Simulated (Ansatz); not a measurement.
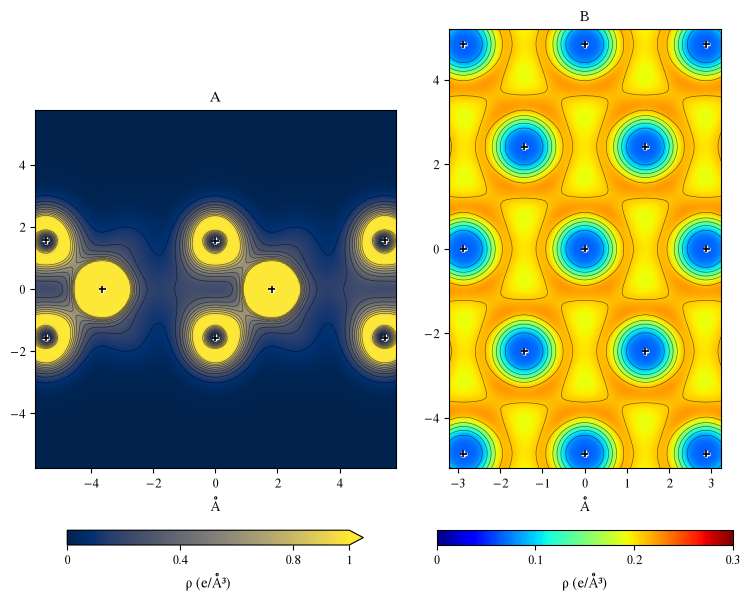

The valence electron density of 2 systems, each on a plane through atoms (crosses mark nuclei in the plane).

Theory: Ansatz, DFT PBE+D3(BJ), scalar-relativistic, plane waves, PAW.

System 1: MoS2 (slab), the (110) plane of the calculation cell, a cut from vacuum to vacuum. Computed without spin polarisation.

```
CELL_PARAMETERS angstrom
6.30590 0.00000 0.00000
-3.15295 5.46107 0.00000
0.00000 0.00000 21.97543
ATOMIC_POSITIONS crystal
S 0.66667 0.33333 0.36404
S 0.66667 0.83333 0.36404
S 0.16667 0.33333 0.36404
S 0.16667 0.83333 0.36404
Mo 0.33349 0.16678 0.43549
Mo 0.33296 0.66644 0.43542
Mo 0.83350 0.16721 0.43523
Mo 0.83340 0.66630 0.43544
S 0.66694 0.33304 0.50680
S 0.66706 0.83421 0.50644
S 0.16611 0.33306 0.50675
S 0.16666 0.83330 0.50685
```

System 2: Al, the (101̄) plane of the conventional cell. Space group Immm; changed on purpose from its base cell (strain -0.0400 x Voigt [0, 0, 0, 0, 0, 1], atoms carried along); computed without spin polarisation.

```
CELL_PARAMETERS angstrom
1.95154 1.95154 0.00000
-2.03119 2.03119 0.00000
0.00000 0.00000 3.98273
ATOMIC_POSITIONS crystal
Al 0.00000 0.00000 0.00000
Al 0.50000 0.50000 0.50000
```

Match each panel to its system.

Answer. Panel A is system 1, MoS2: the plane holds S and Mo. Mo–S (2.40 Å): the density is about 0.61 e/Å³ at the midpoint. Panel B is system 2, Al: the plane holds Al. Al–Al (2.82 Å): ρ is about 0.21 e/Å³ halfway.
